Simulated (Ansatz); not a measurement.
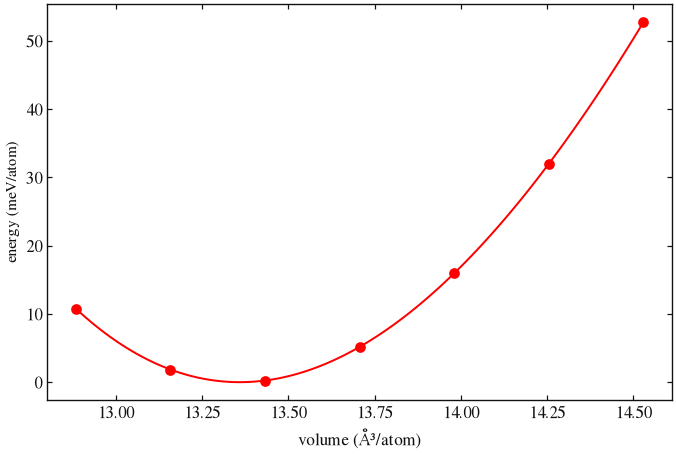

Plotted: energy against volume for Al₂Ru, space group I4/mmm (No. 139).

The given structure:
```xyz
3
Lattice="-1.5604 1.5604 4.2218 1.5604 -1.5604 4.2218 1.5604 1.5604 -4.2218" Properties=species:S:1:pos:R:3 pbc="T T T"
Ru    0.0000    0.0000    0.0000
Al    0.0000    0.0000    2.8776
Al    0.0000    0.0000    5.5660
```

Computed with Ansatz 0.2.0: all-electron LAPW DFT, no spin polarisation; energies at scaled volumes of the given cell, shape and fractions fixed, counted from the fit's minimum, third-order Birch-Murnaghan fit. Level: LDA.

- k mesh: 12×12×12
- occupations: Fermi–Dirac
- smearing width: 0.05 eV
- potentials: all electron LAPW, scalar relativistic
- program settings: basis error eV/atom 0.002

From this curve and the settings, what does the calculation give for the pressure at the same points?

The pressure falls from 7.52 GPa at volume 12.88 Å³/atom to −13.39 GPa at 14.53 Å³/atom, and changes sign near 13.36 Å³/atom.

```json
{"volume (Å³/atom)": "12.88", "pressure (GPa)": "7.52"}
{"volume (Å³/atom)": "13.16", "pressure (GPa)": "3.01"}
{"volume (Å³/atom)": "13.43", "pressure (GPa)": "-1.03"}
{"volume (Å³/atom)": "13.71", "pressure (GPa)": "-4.65"}
{"volume (Å³/atom)": "13.98", "pressure (GPa)": "-7.89"}
{"volume (Å³/atom)": "14.25", "pressure (GPa)": "-10.79"}
{"volume (Å³/atom)": "14.53", "pressure (GPa)": "-13.39"}
```

Limits of the calculation: shape and atomic fractions are frozen while scaling, which makes layered, chain and framework solids too stiff.
